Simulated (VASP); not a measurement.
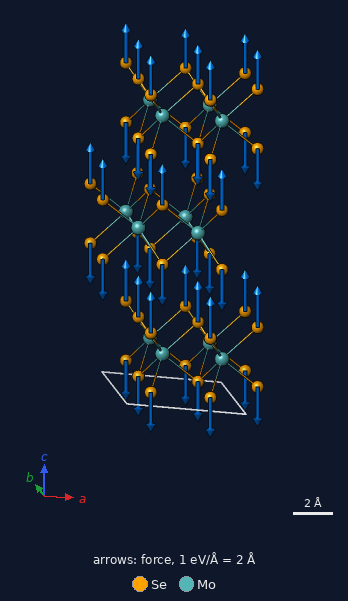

Starting geometry of a slab of composition MoSe2 with the computed forces as blue arrows. Style: ball-and-stick. Shown: the 2 × 2 repeat of the cell, outlined in the plane, without the vacuum, slightly off an axis.

The run lets cell and atoms move.

Computed with Kohn-Sham DFT of a periodic cell, PBE with D3(BJ), VASP PAW PBE potentials, recommended (VASP 6.6.1).

Input file:
```
PREC = Accurate
ENCUT = 600
EDIFF = 1E-6
ISMEAR = 0
SIGMA = 0.03
LREAL = False
LASPH = True
NELM = 80
ALGO = Normal
ISIF = 3
LWAVE = False
LCHARG = False
GGA = PE
IVDW = 12
IBRION = 2
NSW = 90
EDIFFG = -0.01
LATTICE_CONSTRAINTS = .TRUE. .TRUE. .FALSE.
KPAR = 4
```

Run as
```bash
cat potpaw_PBE.64/Se/POTCAR potpaw_PBE.64/Mo_sv/POTCAR > POTCAR
mpirun -np 4 vasp_std > vasp.out
```

### Is this structure relaxed? If not, where do the atoms go?

It isn't relaxed: the largest force vector, on Se atoms, is 1.16 eV/Å. The final displacements follow the starting forces only in part (cosine between the two patterns 0.81). The energy falls by 0.211 eV per cell of the calculation in 27 geometry steps. Largest force component: 1.2 eV/Å at the start, 0.005 eV/Å at the end. The largest moves, 0.11 Å, are those of Se atoms. By element the largest moves are Se 0.11 Å, Mo 0.05 Å. In the plane the drawn cell goes a 6.576 → 6.558 Å (−0.3 %), b 6.576 → 6.558 Å (−0.3 %). Among the contacts that change: Mo–Se 2.491 → 2.529 Å. Among the angles between lasting bonds that change: Se–Mo–Se 80.7° → 83.0°.
